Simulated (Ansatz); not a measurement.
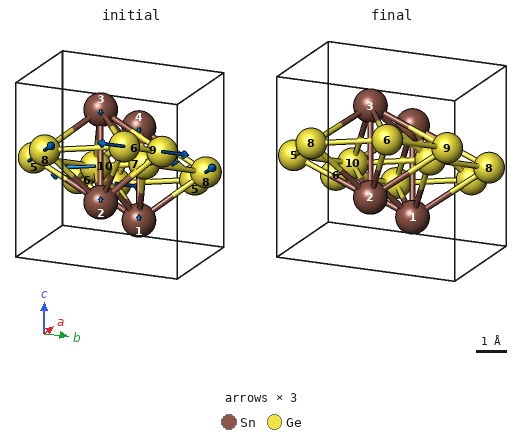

The structure of a crystal of Sn2Ge3 (a generated structure, set up in P6/mmm) (coarse preliminary run) before (left) and after (right) a relaxation, at one scale. The blue arrows give the displacements (the part carried along by the change of the cell is left out), magnified 3 times.

Style: ball-and-stick. Shown: the cell of the calculation, from a free direction.

Theory: Ansatz 0.2.0, DFT PBE, scalar-relativistic, plane waves, PAW. Set-up: plane-wave cutoff 420 eV; k-point mesh 3 × 3 × 4; occupations gaussian; smearing width 0.1 eV; no spin polarisation; cell and atoms relaxed; force threshold 0.04 eV/Å; at most 70 steps.

Question: Describe what moved and what it gained.

Answer: After 6 accepted moves (7 points after the start) the energy has fallen by 22.507 eV per cell of the calculation. Largest force component: 27 eV/Å at the start, 0.024 eV/Å at the end. Pressure: 40.20 GPa at the start and 0.11 GPa at the end. At 1 point the geometry stayed and the basis and grid were re-selected for the new cell (energy shift of 41.1 meV per cell of the calculation at most each time). The largest moves relative to the cell, 0.41 Å, are those of Ge5, Ge6, Ge7, Ge8, Ge9 and Ge10. Ge10 goes along [−1 −1 0]. Largest moves by element: Ge 0.41 Å, Sn 0.07 Å. The drawn cell changes as follows: a = b 7.305 → 8.055 Å (+10.3 %), c 5.909 → 6.112 Å (+3.4 %); the volume changes by +25.8 %. Among the contacts that change: Ge5–Ge8 1.721 → 2.721 Å, Sn1–Ge10 2.766 → 3.109 Å, Sn1–Sn4 2.769 → 3.010 Å, Ge5–Ge10 2.792 → 2.667 Å. The space group stays P6/mmm (No. 191).
